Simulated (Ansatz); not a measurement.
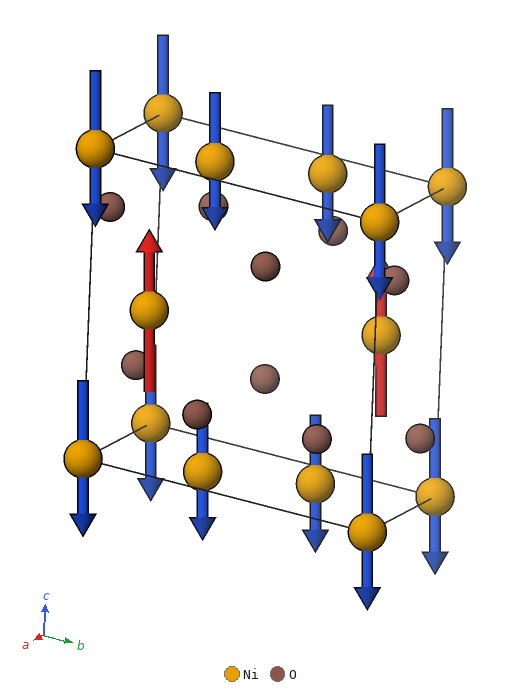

Shown here is a spheres-only view of the crystal, taken slightly off an axis. Atoms at the boundary of the simulation cell (the box) are drawn once for each face, edge or corner they touch. Arrows are the site magnetic moments above 0.25 μB (those induced on non-metal atoms are left out); longer means larger, and red and blue are up and down (without spin-orbit coupling the axis itself is arbitrary).

This is the state reached for Ni5O6. Results below were computed with DFT PBEsol, scalar-relativistic, plane waves, PAW (Ansatz); the settings were wavefunction cutoff 420 eV, 8×8×8 k-mesh, Gaussian smearing of 0.1 eV, collinear spins.

How are the moments ordered?

Antiferromagnetic (within this cell). Site moments: 2 Ni +1.1 μB and 3 Ni −0.6 to −1.0 μB. The net spin moment of the whole cell is 0.0 μB.

Starting structure: a structure listed in the Materials Project. Earlier steps of the study, as a rule a relaxation of our own, may have changed the cell and positions, so they can lie some per cent off the listed ones. An electronic-structure calculation with Ansatz was run on it.
